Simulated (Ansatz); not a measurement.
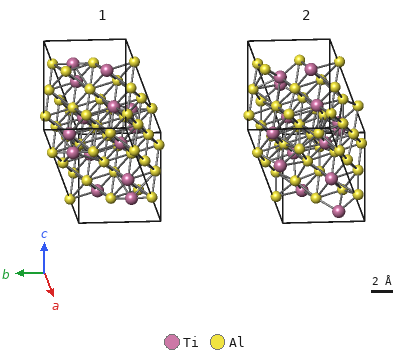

Two geometries of a defect cell of composition Ti2Al5, drawn at one scale. One is the start of a relaxation, the other its converged end. The picture is a ball-and-stick view of the larger cell on standard axes (2 times the calculation's cell) (origin shifted), seen from a free direction.

Level of theory: DFT PBE, scalar-relativistic, plane waves, PAW in Ansatz. (plane-wave cutoff 420 eV; k-point mesh 4 × 4 × 4; occupations gaussian; smearing width 0.1 eV; mesh shifted by (0.5, 0.5, 0.5); no spin polarisation; atoms relaxed in a fixed cell; force threshold 0.02 eV/Å; at most 60 steps)

Which of the two is the end point?

Answer. Structure 2 is the relaxed one. Case: Ti interstitial, charge +0, atoms relaxed. The atoms of the start lie slightly off their symmetric places, so part of the fall in energy undoes that. After 14 geometry steps the energy has fallen by 8.056 eV per cell of the calculation. Largest force component: 9.7 eV/Å at the start, 0.0028 eV/Å at the end. The atom that moves furthest is a Ti atom (1.32 Å along [0 −1 −3]). By element the largest moves are Ti 1.32 Å, Al 0.57 Å. The cell stays as it was. Some distances before and after: Al–Ti 4.240 → 2.840 Å, Al–Ti 4.353 → 3.047 Å, Al–Ti 2.719 → 4.022 Å, Ti–Ti 1.984 → 3.286 Å. New bonds form, among them: Al–Ti (4.24 → 2.84 Å). Bonds break, among them: Al–Ti (2.72 → 4.02 Å), Ti–Ti (1.98 → 3.29 Å).

Limits of the set-up: the periodic images lie only 7.5 Å apart, so the values are limited by the cell's size.
